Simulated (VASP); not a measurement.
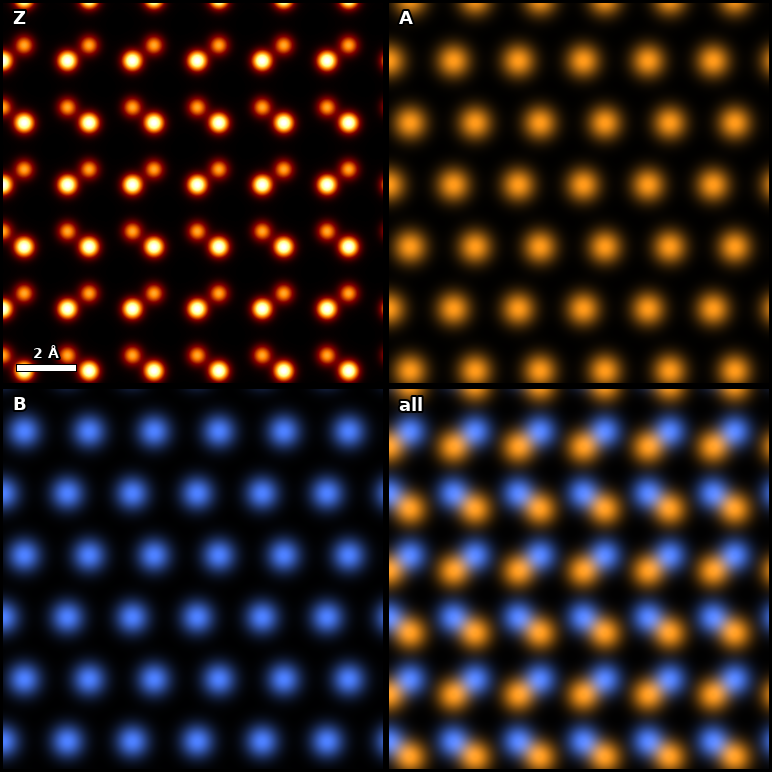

BN (P6_3mc, No. 186) along [100]. Panel Z: Simulation: incoherent imaging, intensity Z^1.7 per atom, probe width 0.53 Å, thin sample. The probe carries 15 % of its weight in a tail 2.5 times as wide. The other panels are simulated element maps (the number of atoms of one element along the beam, blurred by 0.9 Å; each on its own scale, no channelling); the last overlays them. Structure used: a cell listed in the Materials Project, as set up for an electronic-structure calculation.

```yaml
crystal:
  lattice:
    - [2.55394, 0.00000, 0.00000]
    - [-1.27697, 2.21178, 0.00000]
    - [0.00000, 0.00000, 4.22685]
  atoms:
    - { symbol: N, position: [0.33333, 0.66667, 0.12528] }
    - { symbol: N, position: [0.66667, 0.33333, 0.62528] }
    - { symbol: B, position: [0.33333, 0.66667, 0.49972] }
    - { symbol: B, position: [0.66667, 0.33333, 0.99972] }
```

### Which element does each lettered map show?

A: N, B: B. The projected cell (2.21 × 4.23 Å, 90°) holds 4 columns: 2 of N and 2 of B. No column is shared by two of the mapped elements.
